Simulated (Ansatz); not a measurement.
**Si8HO16: molecular dynamics (part 2 of 2)**

Continued. System: Si8HO16 (defect cell, 25 atoms in the cell). Method: DFT PBE-D3(BJ), scalar-relativistic, plane waves, PAW, PAW set soft_1, spin-polarised (Ansatz 0.2.0); cutoff 420 eV, 2×2×2 k-mesh, Fermi–Dirac smearing of 0.05 eV, collinear spins. The structure derives from an entry of the Crystallography Open Database. It belongs to a series of runs on one base structure; here: dynamics from the last frame of the run before.

What the program printed, continued:
```
md step    35: t =    17.50 fs  T =  1429.7 K  F+E_penalty+E_count = -14198.67388396 eV  E_kin = 4.435232 eV  conserved = -14194.23865229 eV  (7 SCF iters, 3 dispersion substeps)
md step    36: t =    18.00 fs  T =  1477.8 K  F+E_penalty+E_count = -14198.82330026 eV  E_kin = 4.584468 eV  conserved = -14194.23883237 eV  (7 SCF iters, 3 dispersion substeps)
md step    37: t =    18.50 fs  T =  1523.9 K  F+E_penalty+E_count = -14198.96642392 eV  E_kin = 4.727450 eV  conserved = -14194.23897385 eV  (7 SCF iters, 3 dispersion substeps)
md step    38: t =    19.00 fs  T =  1567.2 K  F+E_penalty+E_count = -14199.10091205 eV  E_kin = 4.861844 eV  conserved = -14194.23906769 eV  (7 SCF iters, 3 dispersion substeps)
md step    39: t =    19.50 fs  T =  1607.3 K  F+E_penalty+E_count = -14199.22520823 eV  E_kin = 4.986099 eV  conserved = -14194.23910927 eV  (7 SCF iters, 3 dispersion substeps)
md step    40: t =    20.00 fs  T =  1643.8 K  F+E_penalty+E_count = -14199.33860369 eV  E_kin = 5.099503 eV  conserved = -14194.23910045 eV  (7 SCF iters, 3 dispersion substeps)
md step    41: t =    20.50 fs  T =  1676.9 K  F+E_penalty+E_count = -14199.44120213 eV  E_kin = 5.202151 eV  conserved = -14194.23905118 eV  (7 SCF iters, 3 dispersion substeps)
md step    42: t =    21.00 fs  T =  1706.8 K  F+E_penalty+E_count = -14199.53375983 eV  E_kin = 5.294780 eV  conserved = -14194.23897971 eV  (7 SCF iters, 3 dispersion substeps)
md step    43: t =    21.50 fs  T =  1733.7 K  F+E_penalty+E_count = -14199.61739332 eV  E_kin = 5.378483 eV  conserved = -14194.23891068 eV  (7 SCF iters, 3 dispersion substeps)
md step    44: t =    22.00 fs  T =  1758.2 K  F+E_penalty+E_count = -14199.69318671 eV  E_kin = 5.454316 eV  conserved = -14194.23887042 eV  (7 SCF iters, 3 dispersion substeps)
md step    45: t =    22.50 fs  T =  1780.3 K  F+E_penalty+E_count = -14199.76177474 eV  E_kin = 5.522894 eV  conserved = -14194.23888042 eV  (6 SCF iters, 3 dispersion substeps)
md step    46: t =    23.00 fs  T =  1800.0 K  F+E_penalty+E_count = -14199.82299572 eV  E_kin = 5.584042 eV  conserved = -14194.23895327 eV  (6 SCF iters, 3 dispersion substeps)
md step    47: t =    23.50 fs  T =  1816.9 K  F+E_penalty+E_count = -14199.87569322 eV  E_kin = 5.636604 eV  conserved = -14194.23908960 eV  (7 SCF iters, 3 dispersion substeps)
md step    48: t =    24.00 fs  T =  1830.4 K  F+E_penalty+E_count = -14199.91771806 eV  E_kin = 5.678443 eV  conserved = -14194.23927513 eV  (7 SCF iters, 3 dispersion substeps)
md step    49: t =    24.50 fs  T =  1839.5 K  F+E_penalty+E_count = -14199.94614380 eV  E_kin = 5.706660 eV  conserved = -14194.23948352 eV  (7 SCF iters, 3 dispersion substeps)
md step    50: t =    25.00 fs  T =  1843.2 K  F+E_penalty+E_count = -14199.95766706 eV  E_kin = 5.717984 eV  conserved = -14194.23968291 eV  (7 SCF iters, 3 dispersion substeps)
md step    51: t =    25.50 fs  T =  1840.4 K  F+E_penalty+E_count = -14199.94911261 eV  E_kin = 5.709269 eV  conserved = -14194.23984330 eV  (7 SCF iters, 3 dispersion substeps)
md step    52: t =    26.00 fs  T =  1830.3 K  F+E_penalty+E_count = -14199.91792375 eV  E_kin = 5.677982 eV  conserved = -14194.23994190 eV  (7 SCF iters, 3 dispersion substeps)
md step    53: t =    26.50 fs  T =  1812.4 K  F+E_penalty+E_count = -14199.86252792 eV  E_kin = 5.622562 eV  conserved = -14194.23996620 eV  (7 SCF iters, 3 dispersion substeps)
md step    54: t =    27.00 fs
[...]
SCF 281 converged in 7 iterations: F = -14198.987088 eV  dr2 = 9.84e-9
md step   280: t =   140.00 fs  T =  1530.7 K  F+E_penalty+E_count = -14198.98708777 eV  E_kin = 4.748728 eV  conserved = -14194.23836001 eV  (7 SCF iters, 3 dispersion substeps)
```

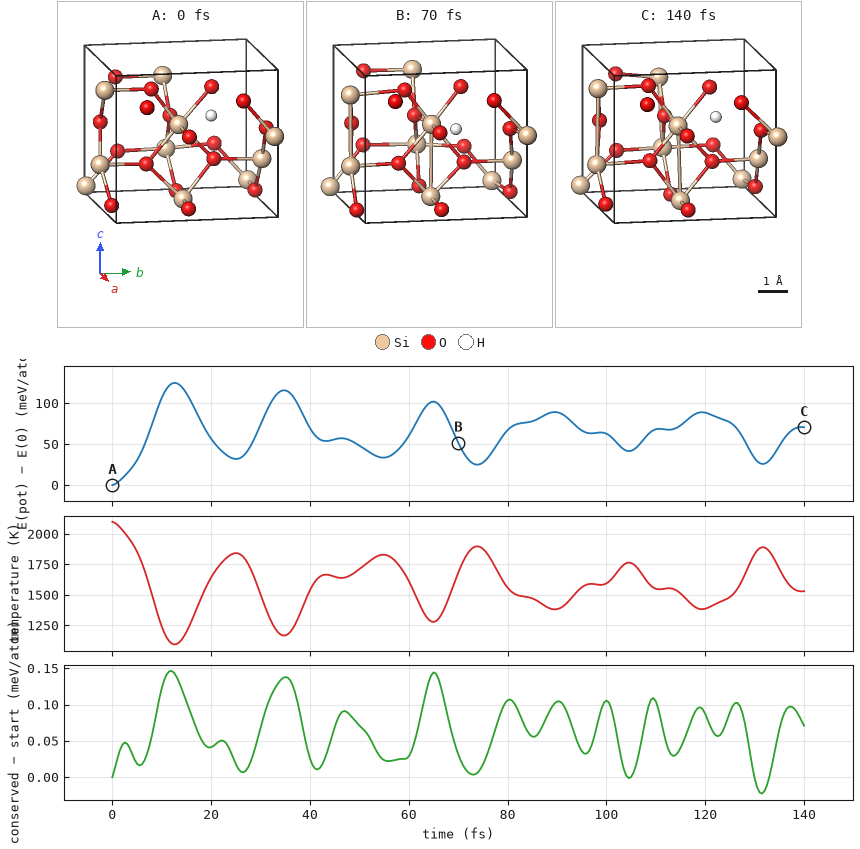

**Figure 1.** Frames of the molecular dynamics (ball-and-stick, simulation cell, seen slightly off an axis) above the curves, on which the letters mark them. The trajectory kept here has 281 frames over 140 fs. The temperature starts at 2100 K, ranges from 1094 to 2100 K and averages 1596 K over the second half. The potential energy ends 70.7 meV/atom above its first value. The conserved quantity stays within 0.17 meV/atom. With the common drift removed, the root-mean-square displacement is 0.17 Å, and H25 has moved furthest (0.52 Å).

```
SCF converged after 7 iterations
Magnetization: 1.0000 μB (65.0000 up, 64.0000 down)
Absolute magnetization: 1.0555 μB (∫|ρ↑−ρ↓|, with the PAW one-centre terms)
Spin contamination: 0.0023 ħ² per cell (⟨S²⟩ above its minimum at these occupations)
Per-site moments (μB) at R_I (Å): [(0.000768780242917593, 0.6558417502494986), (-8.273173225183194e-5, 0.6885791476824842), (-0.0003751767181071263, 0.6714918360487814), (-0.0005695921152826025, 0.6967684055231301), (0.0030535621055129956, 0.6968409134485914), (0.07492111543687191, 0.6743206903522999), (0.00010397050465071329, 0.657117017324078), (6.814140744864895e-5, 0.6501476174891418), (0.04605836799838618, 0.6974586809032034), (-0.00024656738390290697, 0.6501476174891418), (-0.0003738616261677465, 0.6576109119504935), (0.061025869319214755, 0.7460730776940527), (0.004073883651347753, 0.6743206903522999), (-0.00019056803205579374, 0.6659997740468364), (0.005902358398659333, 0.6931893440473316), (0.007057300175361717, 0.6882213943312697), (-0.0005924288220717401, 0.6659997740468364), (0.0019158356164829002, 0.657117017324078), (0.003340609569549641, 0.7034566204512603), (0.00025157315810405247, 0.7064604070910591), (0.00022356330186332524, 0.7034566204512603), (0.0013947971142846565, 0.6558417502494986), (0.12160931106397872, 0.6886719141435002), (0.0033810829655627284, 0.676541375759069), (0.4654382741999592, 0.6886719141435002)]
Free energy (F): -14198.987088 eV
Harris-Foulkes:  -14198.987088 eV  (|F-HF|=2.18e-9)
Internal energy: -14198.987087 eV  (E = F + TS)
E sigma→0 (E₀):  -14198.987087 eV
Entropy (-TS):   -0.000001 eV (-0.000 meV/atom)
Fermi energy:    15.702861 eV
--- Per-component energies (eV) ---
  E_band       = 342.254009
  E_kinetic    = 3206.635058
  E_local      = -4738.668783  (includes V_loc(G=0)·N_el)
  E_nonlocal   = 1012.015225
  E_hartree    = 1752.945289
  E_xc         = -1641.677591
  E_vxc        = -1906.252403  (∫ρ·V_xc dr)
  E_paw        = -6720.359954  (= ΣΔE_a)
  E_vpaw       = -737.378118  (= ΣTr[D̂ρ^β])
  E_aug_tail   = 0.012223  (compensation charges beyond the density's cutoff)
  E_ewald      = -7063.706263
  E_disp       = -6.182291  (pairwise vdW)
  E_smearing   = -0.000001  (= −TS)
  E_closure    = -0.000000  (closes the sum)
  Σ components = -14198.987088   (vs F -14198.987088, Δ=0.00e0)
--- Forces (eV/Å), atoms counted from 1 ---
  atom   1  Si    -3.27054089    -0.27567838     5.78743662
  atom   2  Si    -1.05611494    -2.40297341    -2.93467109
  atom   3  O      1.02379782     0.78785832     2.40080467
  atom   4  O     -0.93126361     2.82080041     0.91416639
  atom   5  O      1.49219500     0.41707649     1.29803897
  atom   6  O     -1.50956616     1.23403958    -0.58671442
  atom   7  Si     2.33815645     0.56458919     1.05395408
  atom   8  Si     2.07219759    -5.48122399     5.43390897
  atom   9  O      1.93913146    -0.58162785    -1.00399041
  atom  10  O     -3.74893704     5.41500881    -0.33638524
  atom  11  O      2.84827686     2.34070772    -1.76192684
  atom  12  O      1.05360756    -2.87833070     2.06526144
  atom  13  Si     0.93625051    -0.39062877    -2.49968613
  atom  14  Si     0.37214122    -2.87671363     3.78574598
  atom  15  O     -1.58047869    -0.88764557    -1.90350951
  atom  16  O     -1.93970484     1.51698594     0.79349317
  atom  17  O      1.06260162     2.13913103    -3.74552334
  atom  18  O     -2.55899351     0.75783944    -3.49514664
  atom  19  Si    -2.32337773     0.17567488     0.58003613
  atom  20  Si     0.70288661    -0.69779779    -2.26830949
  atom  21  O      2.73417512    -1.21487554     1.86613288
  atom  22  O      2.77236728    -2.63894108    -2.90068118
  atom  23  O     -0.55699332     0.48992076     0.98490107
  atom  24  O     -0.50649455     1.63397630    -4.06285262
  atom  25  H     -1.36534437     0.03294635     0.53557766
  max |Σ_I F_I| component: 1.19e-4 eV/Å
--- MD trajectory: 280 steps, t = 0.0 → 140.0 fs ---
  final state: T = 1530.7 K   F+E_penalty+E_count = -14198.98708777 eV   E_kin = 4.748728 eV
  conserved energy: peak-to-peak 4.227e-3 eV (1.691e-4 eV/atom) over 140.0 fs
```

Trajectory as extended XYZ (Å, eV, eV/Å), 4 of the 281 frames kept, from step=0 to step=280:
```
25
Lattice="-4.1180 -4.1180 0.0000 4.1180 -4.1180 0.0000 0.0000 0.0000 5.2980" Properties=species:S:1:pos:R:3:forces:R:3 step=0 time_fs=0.0 energy=-14200.75483 temperature=2100.0
Si   -0.0044   -4.1968    0.2201   -1.0509   0.3505   2.7478
Si    2.0355   -2.0944    1.4846   -1.9545  -0.3400  -0.3627
O     1.2599   -3.0540    0.1902    0.4043   2.5877  -0.1715
O     0.7135   -0.9303    1.4725    0.0105   1.0476   1.5010
O    -1.3573   -5.3425    0.2024   -0.7624  -1.6962   0.8378
O     3.2028   -3.3702    1.6179    1.4040   0.2304  -2.2938
Si   -0.2096   -4.1505    2.9190    3.0482   0.2746  -1.9413
Si    1.9539   -2.0152    4.1128    0.8688  -1.4114   2.2033
O     1.1710   -2.8534    2.8917   -2.1143   1.4559  -0.7662
O     0.7604   -0.8047    4.1201   -0.8512   0.6763   1.6698
O    -1.3537   -5.3761    2.7877   -0.4585  -0.0013   0.2685
O     3.3116   -3.1924    4.2083    0.6204  -1.4587   0.8590
Si   -0.0804   -0.1204    0.2627   -0.0137   1.7119  -1.5263
Si   -2.1084   -2.0833    1.5612    0.4023   1.2534   1.0857
O    -2.7610   -3.0122    0.2969   -3.9723  -0.2202  -0.2559
O     0.7277   -5.0146    1.6375   -1.3011   1.1333  -1.8185
O    -1.3331   -1.2711    0.2228   -0.4581   0.0345  -1.1361
O    -0.8701   -3.2134    1.5090    2.9544  -4.3071   0.9211
Si   -0.0460    0.1149    2.8970   -1.3430  -3.1171   0.2479
Si   -2.1020   -2.2769    4.2569    0.1182   4.3544  -1.4592
O    -2.9450   -2.8293    2.8852   -0.4154  -2.0426  -0.2935
O     0.5943   -5.0152    4.2505    2.4406  -1.8497  -1.6874
O    -1.2029   -1.4789    2.8889    0.3216   1.1007   1.6392
O    -0.9724   -3.4968    4.2545    0.8307   1.6616  -0.8566
H     1.8896   -4.1275    2.9060    1.2713  -1.4282   0.5881
25
Lattice="-4.1180 -4.1180 0.0000 4.1180 -4.1180 0.0000 0.0000 0.0000 5.2980" Properties=species:S:1:pos:R:3:forces:R:3 step=93 time_fs=46.5 energy=-14199.32296 temperature=1639.2
Si    0.0028   -4.1869    0.1862   -2.3853  -1.3297   0.8943
Si    1.7800   -2.0950    1.5536    4.3774   0.8104  -0.4044
O     1.0379   -2.8432    0.2426    0.8622   0.1215  -1.1667
O     0.6812   -0.8188    1.4664    0.5201   1.6652   2.7553
O    -1.3978   -5.3845    0.2980   -0.4028  -1.5507  -2.7935
O     3.1815   -3.1922    1.6375    1.2338  -2.5337  -1.6581
Si    0.0332   -4.3527    2.8506   -2.6239   0.8707   0.8149
Si    1.8434   -2.0907    4.1587    2.5507   1.1529   2.7182
O     0.9823   -2.8387    2.8767   -0.7759   2.1892  -0.1834
O     0.6608   -0.7829    4.1246    2.1330  -1.5116   1.2949
O    -1.3716   -5.4297    2.9503    0.0307   0.0221  -0.3146
O     3.2111   -3.4021    4.2198   -1.3217   1.8698   0.4531
Si    0.0512    0.1023    0.2074   -4.5246  -1.6356  -0.4441
Si   -1.9282   -2.2180    1.5140   -1.5838   0.5514   1.1660
O    -2.9860   -2.8056    0.2304    2.2483   0.7048   0.9082
O     0.8183   -4.9155    1.5363    1.9603  -2.6557  -1.1664
O    -1.1245   -1.2777    0.2821   -3.1416  -2.3168  -0.4179
O    -0.8690   -3.6262    1.5239   -2.3138   4.2237   1.0232
Si   -0.0627    0.0217    2.8421   -2.1573   0.7063   0.1676
Si   -2.0254   -2.1722    4.2483   -1.5248   2.5779  -1.1428
O    -2.9935   -2.8741    2.9562    0.0964  -0.4590  -1.9234
O     0.9485   -4.8882    4.2627   -2.7849  -0.5056  -0.3083
O    -1.3195   -1.5422    2.8654    3.5691   3.1908  -0.3963
O    -0.9640   -3.3412    4.2241    4.1791  -4.9148   0.7574
H     1.9053   -4.0557    3.0389    1.7796  -1.2435  -0.6331
25
Lattice="-4.1180 -4.1180 0.0000 4.1180 -4.1180 0.0000 0.0000 0.0000 5.2980" Properties=species:S:1:pos:R:3:forces:R:3 step=187 time_fs=93.5 energy=-14198.89875 temperature=1502.2
Si   -0.1580   -4.1359    0.1596    0.9104  -0.4027   3.3035
Si    1.9887   -1.9975    1.6031    3.2858  -3.3476  -0.7988
O     1.1909   -2.8291    0.2338   -1.2496  -1.9109   0.4780
O     0.9713   -0.7407    1.4885   -1.8847  -0.8491   1.7317
O    -1.2454   -5.6203    0.2398    1.4321   3.2009  -0.3102
O     3.2647   -3.4733    1.6480   -1.6369   0.9538  -2.3089
Si    0.0538   -4.0132    2.8748   -3.0582  -3.7443  -0.7738
Si    1.9786   -2.0602    4.1871    2.9663  -1.6618   2.5669
O     1.0371   -2.7353    2.9662    1.8683   2.9888  -1.8044
O     0.9214   -0.7783    4.1851   -1.7317  -0.2488   0.8644
O    -1.1094   -5.5069    3.0049   -2.7354   0.4750  -2.2196
O     3.3289   -3.4878    4.1534   -2.5877   0.1083   1.7390
Si    0.0064   -0.1792    0.2867   -3.4366   2.1741  -3.1480
Si   -2.3451   -2.0871    1.3926    2.0075  -1.8783   6.2221
O    -3.0909   -2.9098    0.1732    1.5952   0.9075  -0.2625
O     0.6476   -5.0052    1.5138    0.2274   0.6335  -0.4710
O    -1.3790   -1.3029    0.3705    1.5307   0.6636  -3.5202
O    -0.8298   -3.4080    1.5532   -1.7677   0.5653  -0.7440
Si   -0.0460   -0.1050    2.8539   -0.5085  -0.3608   1.9781
Si   -2.2165   -2.1014    4.1939    0.3702  -0.4102  -2.2142
O    -2.9563   -3.0410    2.7863    1.7326   3.4377   1.0728
O     0.7134   -4.9670    4.2464   -0.0001   1.1020   0.0045
O    -1.2741   -1.5091    2.8435    0.1468   1.8371   0.0840
O    -0.9250   -3.1828    4.3180    1.4729  -3.6612  -1.2317
H     1.7395   -4.2628    2.8583    1.0509  -0.5720  -0.2375
25
Lattice="-4.1180 -4.1180 0.0000 4.1180 -4.1180 0.0000 0.0000 0.0000 5.2980" Properties=species:S:1:pos:R:3:forces:R:3 step=280 time_fs=140.0 energy=-14198.98709 temperature=1530.7
Si    0.0834   -4.1304    0.1377   -3.2705  -0.2757   5.7874
Si    2.0111   -2.0698    1.5144   -1.0561  -2.4030  -2.9347
O     1.2109   -2.9589    0.0585    1.0238   0.7879   2.4008
O     0.7157   -0.9860    1.5002   -0.9313   2.8208   0.9142
O    -1.3899   -5.4474    0.1759    1.4922   0.4171   1.2980
O     3.3319   -3.3389    1.5381   -1.5096   1.2340  -0.5867
Si   -0.1839   -4.2104    2.8744    2.3382   0.5646   1.0540
Si    1.8975   -1.9878    4.0583    2.0722  -5.4812   5.4339
O     0.9982   -2.8377    2.9060    1.9391  -0.5816  -1.0040
O     0.7486   -0.9256    4.2475   -3.7489   5.4150  -0.3364
O    -1.4327   -5.4372    2.8442    2.8483   2.3407  -1.7619
O     3.3264   -3.1958    4.1455    1.0536  -2.8783   2.0653
Si   -0.0978    0.0051    0.2734    0.9363  -0.3906  -2.4997
Si   -2.1048   -2.0367    1.5567    0.3721  -2.8767   3.7857
O    -2.8642   -2.9284    0.3516   -1.5805  -0.8876  -1.9035
O     0.8364   -4.9726    1.5171   -1.9397   1.5170   0.7935
O    -1.2840   -1.3539    0.3456    1.0626   2.1391  -3.7455
O    -0.7772   -3.4068    1.6335   -2.5590   0.7578  -3.4951
Si    0.0472   -0.0610    2.8802   -2.3234   0.1757   0.5800
Si   -2.1568   -2.1277    4.3111    0.7029  -0.6978  -2.2683
O    -3.0696   -2.8000    2.8155    2.7342  -1.2149   1.8661
O     0.6495   -4.9919    4.2252    2.7724  -2.6389  -2.9007
O    -1.1853   -1.5368    2.9488   -0.5570   0.4899   0.9849
O    -1.0019   -3.4977    4.3812   -0.5065   1.6340  -4.0629
H     2.4025   -4.0818    2.7711   -1.3653   0.0329   0.5356
```

Summary:

```tsv
quantity	value
outcome	finished
mean temperature over the second half	1596 K
trajectory	280 steps, 140 fs
ensemble	nve
temperature in the input	2100.0 K
time step	0.5 fs
electrons treated	129
potential energy (free energy of the electrons) (last step)	−14198.9871 eV
Fermi energy (last step)	15.703 eV
net moment of the cell (last step)	1.00 μB
integrated absolute moment (last step)	1.06 μB
largest force (length of the vector) (last step)	7.992 eV/Å
hardware	2 threads of Arm Neoverse V2, 24 GiB of memory available, shared host
wall time	30 min (CPU time 59 min)
peak memory	0.6 GiB
```

Notes:

The k-point mesh is coarse for a cell of this size, so the results may not be converged. So short a trajectory is not equilibrated.
